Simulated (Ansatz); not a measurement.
Molecular dynamics of SiC3 (part 2 of 2)

The same run, continued: SiC3 (R3m, 32 atoms in the cell); DFT, PBE, plane waves, PAW (Ansatz 0.2.0); cutoff 420 eV, 4×4×4 k-mesh, Fermi–Dirac smearing of 0.086 eV. The structure was built on a prototype by a generator. The run did not end well. The geometry comes from this level: r2SCAN. It belongs to a series of runs on one base structure; here: NVT, Langevin thermostat at 1000 K.

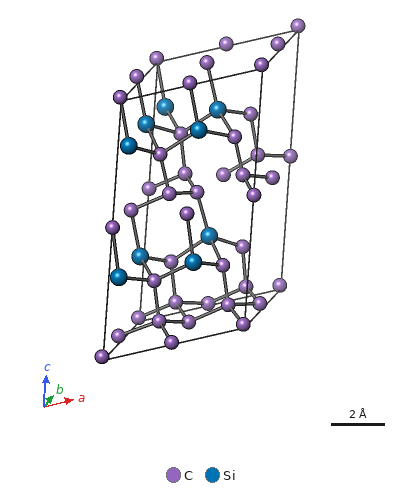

The geometry at step 6 of the log (ball-and-stick view of the reduced cell, seen slightly off an axis).

## Output, continued
```
--- Forces (eV/Å), atoms counted from 1 ---
  atom   1  C      0.13451429    -0.55421005    -1.17240284
  atom   2  C     -0.10387454     1.87765120    -1.46244898
  atom   3  C     -1.85495171    -0.99476236     0.78403789
  atom   4  Si     2.22814707     1.47532207    -2.38266403
  atom   5  C     -0.25222105    -0.67612254     0.92111222
  atom   6  C      0.26929162    -0.95970532     0.87513183
  atom   7  C      2.13841117     0.62971438    -1.16067297
  atom   8  Si    -2.81545346    -1.48172320    -0.66230031
  atom   9  C     -0.13353856    -0.50104994     1.43826801
  atom  10  C     -1.05869301    -1.19170102     1.01582282
  atom  11  C      1.16228034     0.96037852    -1.27973197
  atom  12  Si     1.58400882     0.15654718     0.42371427
  atom  13  C     -1.64235556     1.21003002     0.70702405
  atom  14  C     -0.31183058    -0.31955379    -0.04122734
  atom  15  C      0.53199394    -1.14657542    -1.21408276
  atom  16  Si     1.63835440     1.40807665    -0.21364873
  atom  17  C     -1.24464996    -0.34730506     0.95269437
  atom  18  C     -1.00701400    -0.14343089     0.87194322
  atom  19  C     -0.46093110     0.42454214    -1.15746718
  atom  20  Si     0.36311976     2.91322878     1.76321569
  atom  21  C      1.06136382     0.07389986     1.47773107
  atom  22  C      0.64449109    -0.32081008    -1.05402607
  atom  23  C     -0.00036257     0.26133551    -0.69673884
  atom  24  Si     0.20926235     0.42909680    -0.19270211
  atom  25  C     -0.28855220     0.71981074     1.59313419
  atom  26  C      0.62235336    -1.62676878     0.06940277
  atom  27  C      0.07099207    -0.87390020    -0.44949257
  atom  28  Si     0.10937750    -1.81309666     0.19679059
  atom  29  C     -2.03680975     0.71321101    -0.38484038
  atom  30  C     -1.33374490    -0.93001808     1.17715778
  atom  31  C      0.55245358     1.25950845    -1.13054920
  atom  32  Si     1.22456781    -0.63163615     0.38774686
  max |Σ_I F_I| component: 6.87e-5 eV/Å
End of that report.
Error: SIGTERM received: cancelled by the caller after 6 completed SCF iterations
```

## Trajectory as extended XYZ (Å, eV, eV/Å), 7 of the 12 frames kept, from step=0 to step=11
```
32
Lattice="2.8309 1.6344 9.3401 -2.8309 1.6344 9.3401 0.0000 -3.2688 9.3401" Properties=species:S:1:pos:R:3:forces:R:3 step=0 time_fs=0.0 energy=-11092.44751 temperature=968.8
C     1.4154    0.8172    4.7855    0.0000   0.0000   0.2289
C     0.0000    0.0000    6.8504    0.0000   0.0000  -0.3449
C     0.0000    0.0000    5.3123    0.0000   0.0000  -0.1200
Si    0.0000    0.0000   12.2397    0.0000   0.0000   0.2359
C     1.4154   -0.8172    9.4556    0.0000   0.0000   0.2289
C     0.0000   -1.6344   11.5205    0.0000   0.0000  -0.3449
C     0.0000   -1.6344    9.9824    0.0000   0.0000  -0.1200
Si    0.0000   -1.6344   16.9098    0.0000   0.0000   0.2359
C     0.0000    1.6344    9.4556    0.0000   0.0000   0.2289
C    -1.4154    0.8172   11.5205    0.0000   0.0000  -0.3449
C    -1.4154    0.8172    9.9824    0.0000   0.0000  -0.1200
Si   -1.4154    0.8172   16.9098    0.0000   0.0000   0.2359
C     0.0000    0.0000   14.1256    0.0000   0.0000   0.2289
C    -1.4154   -0.8172   16.1906    0.0000   0.0000  -0.3449
C    -1.4154   -0.8172   14.6524    0.0000   0.0000  -0.1200
Si   -1.4154   -0.8172   21.5799    0.0000   0.0000   0.2359
C     2.8309    1.6344    9.4556    0.0000   0.0000   0.2289
C     1.4154    0.8172   11.5205    0.0000   0.0000  -0.3449
C     1.4154    0.8172    9.9824    0.0000   0.0000  -0.1200
Si    1.4154    0.8172   16.9098    0.0000   0.0000   0.2359
C     2.8309    0.0000   14.1256    0.0000   0.0000   0.2289
C     1.4154   -0.8172   16.1906    0.0000   0.0000  -0.3449
C     1.4154   -0.8172   14.6524    0.0000   0.0000  -0.1200
Si    1.4154   -0.8172   21.5799    0.0000   0.0000   0.2359
C     1.4154    2.4516   14.1256    0.0000   0.0000   0.2289
C     0.0000    1.6344   16.1906    0.0000   0.0000  -0.3449
C     0.0000    1.6344   14.6524    0.0000   0.0000  -0.1200
Si    0.0000    1.6344   21.5799    0.0000   0.0000   0.2359
C     1.4154    0.8172   18.7957    0.0000   0.0000   0.2289
C     0.0000    0.0000   20.8607    0.0000   0.0000  -0.3449
C     0.0000    0.0000   19.3225    0.0000   0.0000  -0.1200
Si    0.0000    0.0000   26.2500    0.0000   0.0000   0.2359
32
Lattice="2.8309 1.6344 9.3401 -2.8309 1.6344 9.3401 0.0000 -3.2688 9.3401" Properties=species:S:1:pos:R:3:forces:R:3 step=2 time_fs=6.0 energy=-11090.58206 temperature=563.3
C     1.4315    0.8560    4.7278    0.3593   0.0047   2.0005
C    -0.0153    0.0029    6.8825    0.2146  -0.7202   0.1212
C    -0.0148    0.0159    5.3907    0.5199  -0.0822  -2.8848
Si   -0.0405    0.0123   12.3033   -0.4468  -0.4357  -1.2564
C     1.4250   -0.8772    9.4218   -0.1321   0.4704   1.4731
C    -0.0217   -1.6034   11.5547    0.1454  -1.1356  -1.4911
C     0.0151   -1.6738    9.9473   -0.5329   0.3043   1.2013
Si   -0.0407   -1.6445   16.9321    2.5533   0.0567   0.8719
C     0.0578    1.5973    9.5084   -0.8128   0.2031  -0.7085
C    -1.4399    0.7594   11.4658    1.4089   2.9182   1.8691
C    -1.3260    0.7970   10.0205   -1.2294  -0.5182  -1.7619
Si   -1.3897    0.8346   16.9289   -1.1360  -1.4945  -0.9227
C    -0.0083   -0.0678   14.1068    0.5167   0.9471   1.2609
C    -1.3713   -0.8697   16.1523   -1.0809   2.2466   0.4709
C    -1.3452   -0.8455   14.6520   -0.7911   0.5151  -1.0218
Si   -1.4070   -0.7579   21.5694   -0.8898  -2.2629  -0.6639
C     2.8164    1.6024    9.4815    0.6608   0.6449  -0.5156
C     1.3887    0.7293   11.5490   -1.0629   2.6319  -1.5594
C     1.3900    0.8016    9.9720    0.5823  -0.4854   0.4976
Si    1.3711    0.7907   16.8789    0.8881  -0.0208   1.5315
C     2.8977    0.0973   14.1029   -0.9026  -1.1011  -0.0135
C     1.4294   -0.8350   16.2001   -0.3649  -0.4675  -1.4678
C     1.4190   -0.8002   14.5443    0.2856  -0.2575   2.2335
Si    1.3872   -0.8371   21.5462    0.6768  -0.2112   0.4222
C     1.4207    2.4738   14.0884   -0.2253  -0.3545   1.5257
C    -0.0200    1.6252   16.1923    0.5083   1.2148  -1.2095
C     0.0052    1.6974   14.6487   -0.2443  -0.4522  -0.3665
Si   -0.0097    1.6677   21.5098    0.9111  -0.7553   2.6214
C     1.3971    0.7877   18.8350    0.8642   0.1917  -1.2969
C    -0.0096    0.0239   20.8119    0.2492  -0.6542   3.0717
C     0.0380    0.0109   19.4060   -0.1932  -0.4099  -4.2432
Si    0.0484    0.0156   26.2556   -1.2997  -0.5306   0.2109
32
Lattice="2.8309 1.6344 9.3401 -2.8309 1.6344 9.3401 0.0000 -3.2688 9.3401" Properties=species:S:1:pos:R:3:forces:R:3 step=4 time_fs=12.0 energy=-11089.60654 temperature=358.9
C     1.4552    0.8712    4.7084    0.1666   0.0850   1.8222
C    -0.0478   -0.0040    6.9147    0.5959  -1.1280  -0.6100
C    -0.0168    0.0102    5.3763    0.6254   0.5161  -1.4409
Si   -0.0827    0.0109   12.3477   -0.2530  -0.8368  -2.4424
C     1.4285   -0.9235    9.4453    0.2139   0.8267   0.0861
C    -0.0377   -1.6165   11.5469   -0.4446  -0.5628  -1.5577
C     0.0234   -1.7036    9.9184   -0.7019   0.4599   1.9844
Si   -0.0523   -1.6582   16.9618    3.1304   0.3217   0.2330
C     0.0801    1.5783    9.5613   -0.9988   0.5357  -2.5290
C    -1.4430    0.7853   11.4556    1.8016   2.7634   1.1190
C    -1.2682    0.7894    9.9976   -1.9141  -0.6457  -0.4565
Si   -1.3758    0.8409   16.9336   -1.7920  -1.3352  -1.0789
C    -0.0118   -0.1180   14.1202    0.9015   1.2810   0.7106
C    -1.3462   -0.8498   16.1337   -1.0812   1.8934   0.8227
C    -1.3209   -0.8790   14.6235   -0.8054   1.3738   0.1385
Si   -1.4251   -0.7280   21.5541   -0.8460  -2.8381  -0.2405
C     2.8004    1.5947    9.4927    1.1371   0.6295  -1.2803
C     1.3309    0.6999   11.5295    0.1075   2.5953  -0.9011
C     1.3906    0.7817    9.9623    0.4578  -0.5896   1.1450
Si    1.3242    0.7598   16.8655    1.4725  -0.0588   0.8406
C     2.9447    0.1846   14.0925   -1.5731  -2.2957  -0.8834
C     1.4473   -0.8733   16.1607   -0.7191   0.1619  -0.6483
C     1.4254   -0.7920   14.4983    0.2329  -0.5438   3.0623
Si    1.3658   -0.8608   21.5094    0.7900   0.0840   1.4026
C     1.4157    2.4968   14.1036   -0.2133  -1.0417   0.1408
C    -0.0400    1.6558   16.1600    0.9206   0.7320  -0.6740
C    -0.0038    1.7424   14.6258   -0.1581  -0.5325   0.1734
Si   -0.0022    1.6988   21.4660   -0.1532  -0.5430   3.4715
C     1.4114    0.7673   18.8163    0.7515   0.2949  -1.2279
C    -0.0305    0.0416   20.8453    1.0693  -0.5760   0.7636
C     0.0571    0.0125   19.3855   -0.6453  -0.6717  -1.7240
Si    0.0889    0.0242   26.2610   -2.0756  -0.3548  -0.2214
32
Lattice="2.8309 1.6344 9.3401 -2.8309 1.6344 9.3401 0.0000 -3.2688 9.3401" Properties=species:S:1:pos:R:3:forces:R:3 step=6 time_fs=18.0 energy=-11089.83277 temperature=406.7
C     1.4879    0.8757    4.7306   -0.7973   0.0592   0.4452
C    -0.0552   -0.0069    6.9233    0.2956  -1.2116  -1.0871
C     0.0009    0.0132    5.3142    0.2966   0.7079   0.8025
Si   -0.1263    0.0031   12.3522    1.5166  -1.4832  -1.8908
C     1.4395   -0.9146    9.4677    0.1510   0.5583  -0.7548
C    -0.0597   -1.6475   11.5260   -0.5695   0.3987  -1.0353
C     0.0016   -1.7225    9.9458   -0.1770   0.6027   1.0858
Si   -0.0175   -1.6647   16.9923    1.6819   0.4852  -1.2773
C     0.0863    1.5848    9.5701   -0.8647   0.0452  -3.3877
C    -1.3943    0.8572   11.4937   -0.4221   0.4454  -1.2552
C    -1.2544    0.7569    9.9549   -1.8253   0.3911   1.1801
Si   -1.3847    0.8254   16.9301   -1.3367   0.4898  -1.0037
C     0.0057   -0.1390   14.1413    0.5542   1.2697  -0.3655
C    -1.3444   -0.7824   16.1564   -0.3610  -0.4782   0.2016
C    -1.3230   -0.8746   14.5899   -0.6217   1.3988   1.6171
Si   -1.4563   -0.7534   21.5422    0.3714  -0.8324   0.6628
C     2.8016    1.6096    9.4836    1.0608  -0.2029  -0.9664
C     1.2645    0.7509   11.4928    2.2653  -0.1568   0.3297
C     1.4058    0.7361    9.9678   -0.0758   0.4742   0.7701
Si    1.2878    0.7355   16.8648    2.5130   0.5237  -0.4453
C     2.9445    0.2036   14.0538   -1.3641  -2.4913  -0.2941
C     1.4512   -0.8915   16.1139   -0.4417   0.5435   0.7083
C     1.4368   -0.8046   14.5386   -0.0566  -0.4274   1.9619
Si    1.3559   -0.8892   21.4978    0.1630   1.3335   2.0547
C     1.4026    2.4867   14.1291    0.1595  -0.7711  -1.2714
C    -0.0268    1.7009   16.1323   -0.0122  -0.7166   0.4411
C    -0.0288    1.7669   14.6148    0.7584  -0.7807   0.6439
Si    0.0103    1.7286   21.4571   -1.5180  -0.5558   2.3887
C     1.4383    0.7545   18.7683    0.0770   0.2424   0.0786
C    -0.0360    0.0474   20.8840    0.9022   0.0711  -1.4056
C     0.0442   -0.0052   19.3099   -0.4469  -0.4528   1.7443
Si    0.0997    0.0201   26.2685   -1.8760   0.5206  -0.6764
32
Lattice="2.8309 1.6344 9.3401 -2.8309 1.6344 9.3401 0.0000 -3.2688 9.3401" Properties=species:S:1:pos:R:3:forces:R:3 step=7 time_fs=21.0 energy=-11089.80171 temperature=422.8
C     1.4967    0.8780    4.7470   -1.1217  -0.0218  -0.0707
C    -0.0501   -0.0177    6.9191   -0.1007  -0.7049  -1.1030
C     0.0117    0.0222    5.2972    0.1145   0.3733   1.0808
Si   -0.1415   -0.0087   12.3453    2.3549  -1.3521  -1.4790
C     1.4488   -0.8944    9.4716   -0.0349   0.1842  -0.8218
C    -0.0733   -1.6547   11.5093   -0.3641   0.5961  -0.5133
C    -0.0204   -1.7254    9.9666    0.2286   0.6396   0.2071
Si    0.0093   -1.6641   17.0023    0.5357   0.2034  -2.1857
C     0.0730    1.5867    9.5403   -0.6498  -0.2644  -2.5174
C    -1.3702    0.9065   11.5144   -1.3934  -1.7446  -2.2046
C    -1.2728    0.7378    9.9472   -1.3669   1.0968   1.0547
Si   -1.3972    0.8152   16.9249   -0.8618   1.5741  -0.5956
C     0.0232   -0.1377   14.1490    0.0349   1.2829  -0.6253
C    -1.3538   -0.7522   16.1717    0.0378  -1.9201  -0.2511
C    -1.3351   -0.8522   14.5881   -0.3787   0.9777   1.5808
Si   -1.4736   -0.7751   21.5381    1.0857   1.3286   1.2716
C     2.8074    1.6161    9.4702    0.7903  -0.5885  -0.4248
C     1.2543    0.7816   11.4842    2.4382  -1.5201   0.4472
C     1.4160    0.7117    9.9728   -0.3410   1.1153   0.3895
Si    1.2788    0.7246   16.8644    2.7275   1.1291  -0.7812
C     2.9242    0.1884   14.0283   -0.9187  -1.9699   0.7437
C     1.4390   -0.8894   16.0919   -0.0407   0.5002   1.7755
C     1.4392   -0.8041   14.5793   -0.2018  -0.4794   0.4046
Si    1.3526   -0.8942   21.5011   -0.0235   1.8205   2.1588
C     1.4004    2.4815   14.1238    0.3106  -0.3581  -1.0459
C    -0.0210    1.7207   16.1289   -0.2428  -1.3783   0.8293
C    -0.0240    1.7745   14.6233    0.8514  -0.8927   0.3333
Si    0.0137    1.7396   21.4631   -1.6258  -0.6305   1.6465
C     1.4552    0.7519   18.7476   -0.4322   0.0862   0.7814
C    -0.0249    0.0520   20.8922    0.1149   0.1337  -1.7278
C     0.0252   -0.0240   19.2817   -0.0385  -0.0724   2.4134
Si    0.0889    0.0221   26.2682   -1.4883   0.8560  -0.7711
32
Lattice="2.8309 1.6344 9.3401 -2.8309 1.6344 9.3401 0.0000 -3.2688 9.3401" Properties=species:S:1:pos:R:3:forces:R:3 step=9 time_fs=27.0 energy=-11089.73332 temperature=426.9
C     1.4832    0.8761    4.7801   -0.8636  -0.4028  -0.5592
C    -0.0425   -0.0455    6.9055   -0.5223   0.7425  -1.4959
C     0.0533    0.0370    5.2822   -0.7330  -0.2897   0.9380
Si   -0.1519   -0.0444   12.3350    3.0057  -0.0682  -1.6275
C     1.4582   -0.8514    9.4444   -0.0844  -0.4402   0.1534
C    -0.0900   -1.6495   11.4832   -0.1017   0.0861   0.8775
C    -0.0822   -1.7357   10.0095    1.1375   0.7946  -1.9756
Si    0.0685   -1.6536   16.9871   -1.7757  -0.7588  -2.7278
C     0.0339    1.5859    9.4544   -0.2744  -0.3680   0.6998
C    -1.3546    0.9462   11.5112   -1.6501  -3.9107  -2.0054
C    -1.3509    0.7189    9.9655    0.0044   1.7243  -0.5846
Si   -1.4336    0.8058   16.9093    0.4849   2.1836   0.2283
C     0.0711   -0.1250   14.1442   -1.3419   1.3509  -0.0071
C    -1.3718   -0.7470   16.1955    0.5982  -2.7302  -0.9794
C    -1.3694   -0.8051   14.6202    0.3500  -0.1071   0.3286
Si   -1.4991   -0.8001   21.5441    2.0487   3.8008   1.4239
C     2.8347    1.6208    9.4409   -0.1081  -0.9794   0.9297
C     1.2875    0.8032   11.4757    1.2584  -2.1429   0.7590
C     1.4317    0.6968    9.9844   -0.6019   1.3548  -0.8187
Si    1.2859    0.7145   16.8471    2.2719   2.8212   0.2934
C     2.8764    0.1250   14.0019    0.2461  -0.7537   2.5441
C     1.4209   -0.8559   16.1037    0.5426  -0.3730   1.6095
C     1.4341   -0.8048   14.6375   -0.1228  -0.4871  -1.7877
Si    1.3401   -0.8874   21.5233    0.0108   1.6745   1.2673
C     1.4153    2.4701   14.0834    0.1270   0.3396   0.7274
C    -0.0183    1.7445   16.1391   -0.3706  -2.3356   0.8511
C     0.0054    1.7671   14.6506    0.5583  -0.8332  -0.7620
Si    0.0108    1.7528   21.4874   -1.3017  -1.3332   0.1956
C     1.4740    0.7297   18.7320   -1.3438   0.0256   1.3675
C     0.0056    0.0630   20.8534   -1.4831  -0.2005  -0.6904
C    -0.0072   -0.0665   19.2878    0.3681   0.7289   1.0411
Si    0.0516    0.0339   26.2571   -0.3334   0.8870  -0.2139
32
Lattice="2.8309 1.6344 9.3401 -2.8309 1.6344 9.3401 0.0000 -3.2688 9.3401" Properties=species:S:1:pos:R:3:forces:R:3 step=11 time_fs=33.0 energy=-11090.30572 temperature=621.0
C     1.4461    0.8667    4.8089    0.1345  -0.5542  -1.1724
C    -0.0439   -0.0667    6.8626   -0.1039   1.8777  -1.4624
C     0.0891    0.0551    5.2796   -1.8550  -0.9948   0.7840
Si   -0.1205   -0.0768   12.3281    2.2281   1.4753  -2.3827
C     1.4620   -0.8054    9.4067   -0.2522  -0.6761   0.9211
C    -0.1028   -1.6384   11.4799    0.2693  -0.9597   0.8751
C    -0.1339   -1.7337    9.9989    2.1384   0.6297  -1.1607
Si    0.0942   -1.6470   16.9284   -2.8155  -1.4817  -0.6623
C     0.0147    1.6137    9.4143   -0.1335  -0.5010   1.4383
C    -1.3719    0.8899   11.4589   -1.0587  -1.1917   1.0158
C    -1.4286    0.7439    9.9664    1.1623   0.9604  -1.2797
Si   -1.4640    0.8164   16.8909    1.5840   0.1565   0.4237
C     0.0879   -0.0892   14.1355   -1.6424   1.2100   0.7070
C    -1.3507   -0.8111   16.1856   -0.3118  -0.3196  -0.0412
C    -1.3864   -0.7622   14.6702    0.5320  -1.1466  -1.2141
Si   -1.4939   -0.7878   21.5628    1.6384   1.4081  -0.2136
C     2.8770    1.5988    9.4352   -1.2447  -0.3473   0.9527
C     1.3601    0.7756   11.4808   -1.0070  -0.1434   0.8719
C     1.4394    0.7359    9.9802   -0.4609   0.4245  -1.1575
Si    1.3345    0.7407   16.8351    0.3631   2.9132   1.7632
C     2.8450    0.0445   14.0512    1.0614   0.0739   1.4777
C     1.4201   -0.8343   16.1515    0.6445  -0.3208  -1.0540
C     1.4353   -0.8312   14.6384   -0.0004   0.2613  -0.6967
Si    1.3219   -0.8630   21.5534    0.2093   0.4291  -0.1927
C     1.4451    2.4538   14.0704   -0.2886   0.7198   1.5931
C    -0.0511    1.7236   16.1674    0.6224  -1.6268   0.0694
C     0.0409    1.7393   14.6556    0.0710  -0.8739  -0.4495
Si   -0.0036    1.7398   21.5129    0.1094  -1.8131   0.1968
C     1.4762    0.6868   18.7714   -2.0368   0.7132  -0.3848
C    -0.0109    0.0671   20.8080   -1.3337  -0.9300   1.1772
C    -0.0286   -0.0938   19.3163    0.5525   1.2595  -1.1305
Si    0.0111    0.0616   26.2462    1.2246  -0.6316   0.3877
```

## What the run reported

| quantity | value |
| --- | --- |
| outcome | stopped at the time limit |
| mean temperature over the second half | 465 K |
| trajectory | 11 steps, 33 fs |
| ensemble | nvt_langevin |
| temperature in the input | 1000 K |
| time step | 3.0 fs |
| space group of the start (tolerance 0.01 Å) | R3m (160) |
| wall time | 7.6 min (CPU time 30 min) |
| peak memory | 1.6 GiB |

## Diagnosis

The run was cut off by its time limit, so the output is incomplete.
